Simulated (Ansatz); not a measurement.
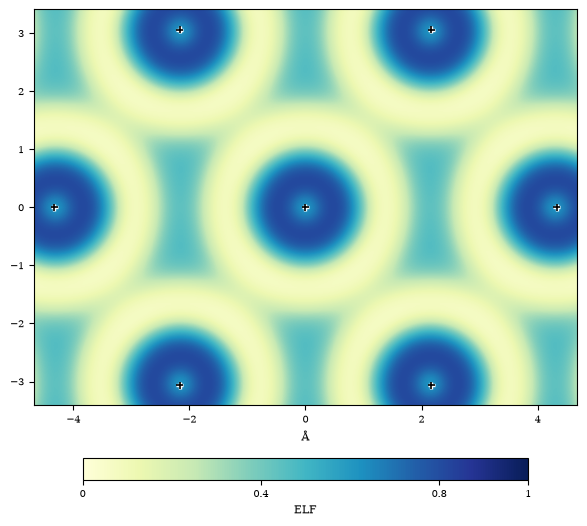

The ELF on a plane through atoms (crosses mark nuclei in the plane).

Level of theory: Ansatz 0.2.0, Kohn-Sham DFT of a periodic cell, PBEsol, Ansatz PAW.

Candidates:
A. Eu, a = 4.51 Å, b = 4.51 Å, c = 4.51 Å, α = 90.00°, β = 90.00°, γ = 90.00°. Space group Im-3m; computed pressure about −2 GPa in this cell; no Hubbard U on the f states and no spin–orbit coupling; spin-polarised.
B. Yb, a = 4.33 Å, b = 4.33 Å, c = 4.33 Å, α = 90.00°, β = 90.00°, γ = 90.00°. Space group Im-3m; a structure from a database of computed crystals, not necessarily the ambient phase; computed pressure about −4 GPa in this cell; no Hubbard U on the f states and no spin–orbit coupling; the program warned that a starting moment wasn't kept; spin-polarised, but the moments vanished.

Which candidate gave the map?

Answer. Candidate B: Yb on the (101̄) plane of the conventional cell, which holds Yb. Yb–Yb (3.75 Å): the ELF is about 0.20 at the midpoint: no shared electron pair shows on this line.
